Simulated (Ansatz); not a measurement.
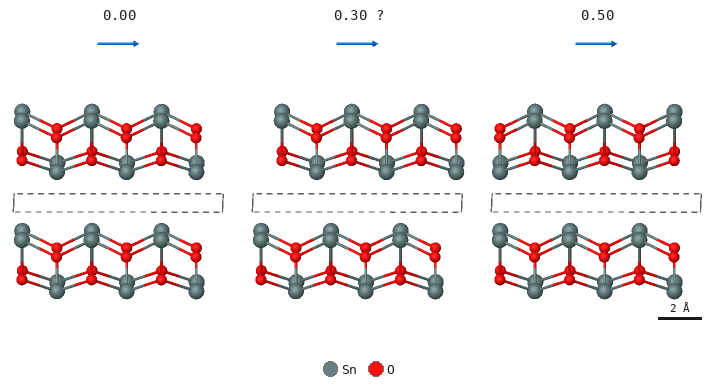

Energy scan for crystalline SnO (Pmn2_1), in which the crystal above a cut along the (0 1 0) plane of the conventional cell (between a plane of Sn below and one of Sn above, 3.04 Å apart) is slid rigidly by fractions of an in-plane lattice vector 3.32 Å long (a generalised stacking fault). One cut stands in each cell, which starts 11.4 Å high; nothing is relaxed, and the dashed outline marks the cut, the arrow on top the direction of slip. The picture is a ball-and-stick view of the layers on both sides of the cut, seen from the side, nearly along the cut plane.

All numbers below come from DFT PBEsol, scalar-relativistic, plane waves, PAW in Ansatz. Settings: plane-wave cutoff 420 eV; k-point mesh 7 × 8 × 3; occupations gaussian; smearing width 0.05 eV; no spin polarisation. Energies (free energies at the smearing named) are counted from the relaxed crystal.

```json
{"slip (fraction of the lattice vector)": "0.00", "γ (mJ/m²)": "0.0"}
{"slip (fraction of the lattice vector)": "0.10", "γ (mJ/m²)": "5.1"}
{"slip (fraction of the lattice vector)": "0.20", "γ (mJ/m²)": "19.9"}
{"slip (fraction of the lattice vector)": "0.30", "γ (mJ/m²)": "?"}
{"slip (fraction of the lattice vector)": "0.40", "γ (mJ/m²)": "69.2"}
{"slip (fraction of the lattice vector)": "0.50", "γ (mJ/m²)": "82.6"}
```

> Estimate the missing energy from the other rows, and compare with the calculation.

A straight line between the two neighbours gives 44.5 mJ/m². A cubic through the four nearest rows (0.10, 0.20, 0.40, 0.50) gives, with Lagrange weights, (−0.1667)(5.1) + (0.6667)(19.9) + (0.6667)(69.2) + (−0.1667)(82.6) = 44.8 mJ/m². The calculation gives 43.2 mJ/m², so the cubic is 1.6 mJ/m² too high and the straight line 1.3 mJ/m² too high, as the curve bends upwards here.

The whole profile:

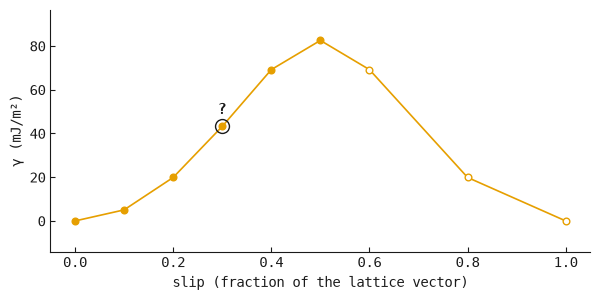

Limits of the set-up: layers or molecules are held without a dispersion correction, so their spacing is unreliable.
